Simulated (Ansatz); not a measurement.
AlN (space group P6_3mc, No. 186): the end point of a relaxation with DFT, PBEsol, plane waves, PAW (Ansatz).

```
Al N
1.0
     3.11374    0.00000    0.00000
    -1.55687    2.69658    0.00000
     0.00000    0.00000    4.98349
Al N
2 2
Direct
  0.66667 0.33333 0.49111
  0.33333 0.66667 0.99111
  0.66667 0.33333 0.10912
  0.33333 0.66667 0.60912
```

Bonds are taken as Al–N below 2.1 Å; no other contact counts. The graph is simplified in the usual way: terminal and isolated atoms are pruned, two-connected atoms become edges.

Derive the underlying net.

The result is a uninodal 4-connected, three-periodic net: Al and N are 4-connected nodes. It is the lon net, known from lonsdaleite, wurtzite and tridymite. It is a single net, without interpenetration.

```
    node  links  point symbol             coordination sequence
Al and N      4           6^6  4 12 25 44 67 96 130 170 214 264
```

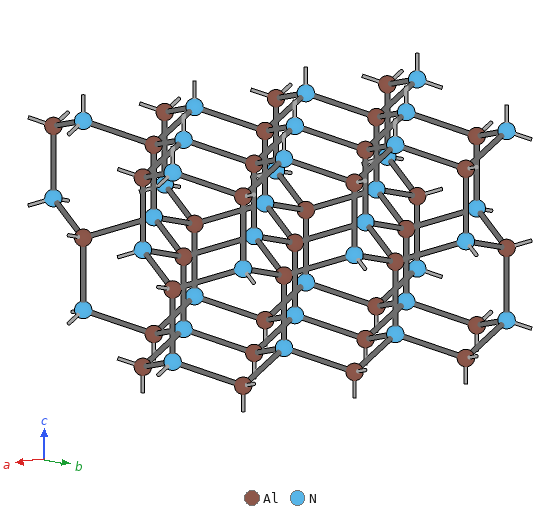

Nodes are coloured by element. Short stubs are edges that leave the cut-out.
